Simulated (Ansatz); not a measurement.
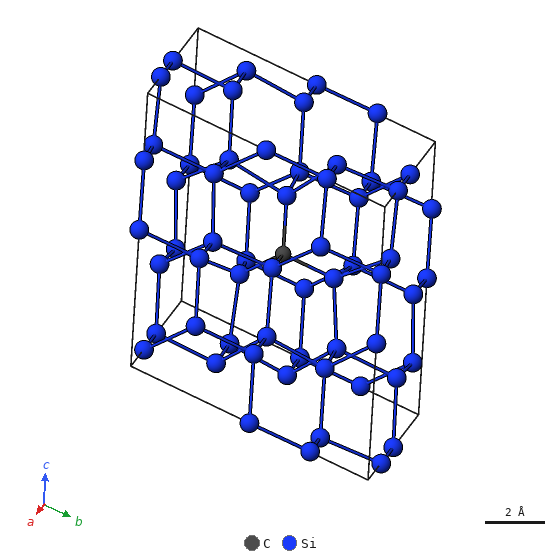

Shown here is a ball-and-stick view of the crystal, taken slightly off an axis. The supercell is drawn as a box. The host is Si, in a cell of 32 sites, and the cell is neutral.

**Describe the defect.**

Carbon on a silicon site (a substitutional impurity). It is bonded to four Si in a tetrahedral arrangement at about 2.0 Å.

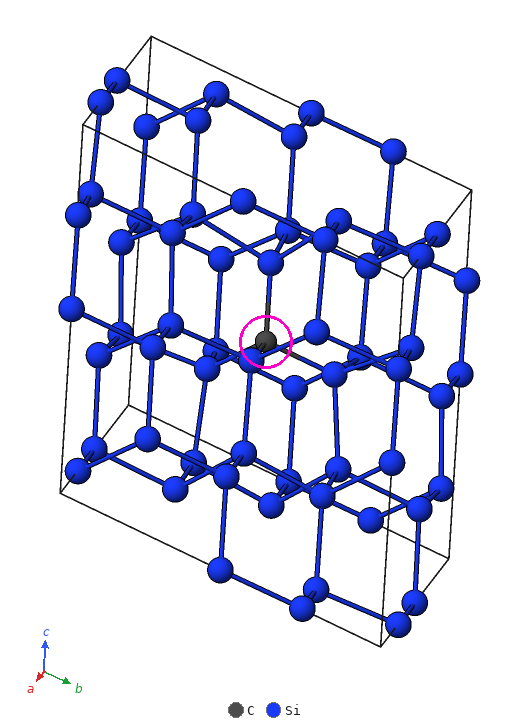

The same cell with a ring at the defect's site.

The atoms were relaxed in the host's cell with Ansatz, DFT PBEsol, scalar-relativistic, plane waves, PAW.
